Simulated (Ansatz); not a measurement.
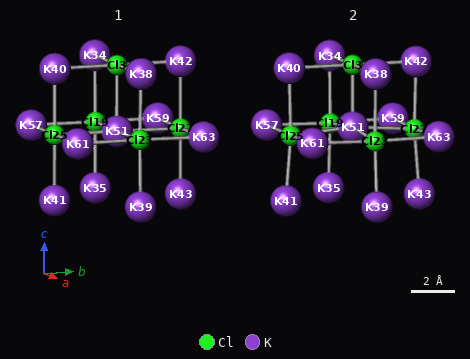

Two geometries of a defect cell of composition Cl31K32 (cell charge +1), drawn at one scale. One is the start of a relaxation, the other its converged end. The picture is a ball-and-stick view of the atoms within 5.0 Å of the atom that moves most (axes of the cell of the calculation (origin shifted)), seen slightly off an axis.

Theory: DFT, PBEsol, PAW, plane waves (Ansatz). Settings: plane-wave cutoff 420 eV; k-point mesh 1 × 1 × 1; mesh shifted by (0.25, 0.25, 0.25); collinear spin; atoms relaxed in a fixed cell; force threshold 0.03 eV/Å; at most 80 steps.

Q: Which of the two is the end point?

A: Structure 2 is the relaxed one. Over 3 geometry steps the energy falls by 0.481 eV per cell of the calculation. The largest force component goes from 0.49 to 0.0022 eV/Å. K51 moves most: 0.20 Å roughly along [0 1 3]. By element the largest moves are K 0.20 Å, Cl 0.11 Å. The lattice vectors keep their values. Near-neighbour distances that change, for instance: Cl3–K51 3.111 → 2.935 Å, Cl23–K39 3.162 → 3.073 Å, Cl25–K40 3.101 → 3.181 Å, Cl27–K51 3.151 → 3.073 Å. Among the angles between lasting bonds that change: Cl25–K51–Cl27 178.7° → 170.8°, Cl19–K51–Cl23 178.5° → 170.9°, Cl3–K51–Cl19 89.0° → 94.5°. The program noted that the starting moments weren't kept.

Limits of the set-up: the cell is charged, on a uniform background, and energies carry no finite-size correction.
